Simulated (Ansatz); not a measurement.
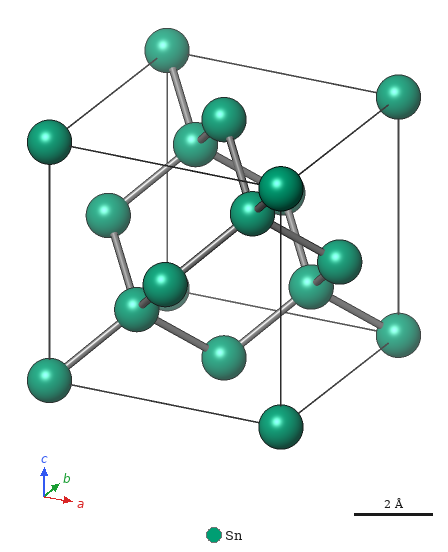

Reference structure: solid Sn (set up in Fd-3m). Style: ball-and-stick. Shown: the conventional cell (4 times the calculation's cell), from a free direction. Lengths and directions refer to the drawn axes.

Method: DFT PBE, scalar-relativistic, plane waves, PAW in Ansatz 0.2.0. (plane-wave cutoff 420 eV; k-point mesh 12 × 12 × 12; occupations gaussian; no spin polarisation) Smearing widths differ between the runs.

Change: Every tin atom is replaced by carbon, which gives C. Cell and atoms are relaxed again (to zero pressure within 0.1 GPa, forces under 0.01 eV/Å).

Question: What does the calculation give for the changed structure?

Answer: The volume per atom goes from 36.90 to 5.70 Å³. Cell: a = b = c 6.658 → 3.572 Å (−46.4 %). Volume −84.6 %. The space group stays Fd-3m (No. 227).

Drawn alike, the variant:

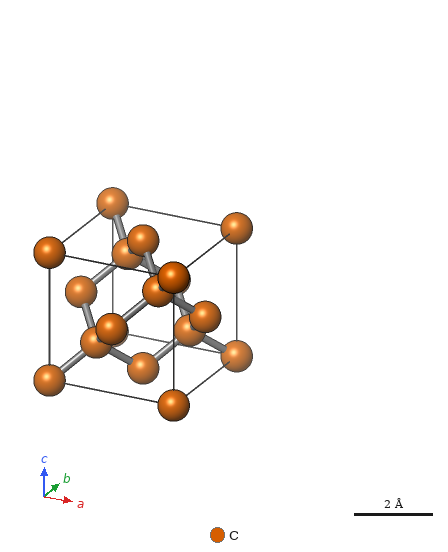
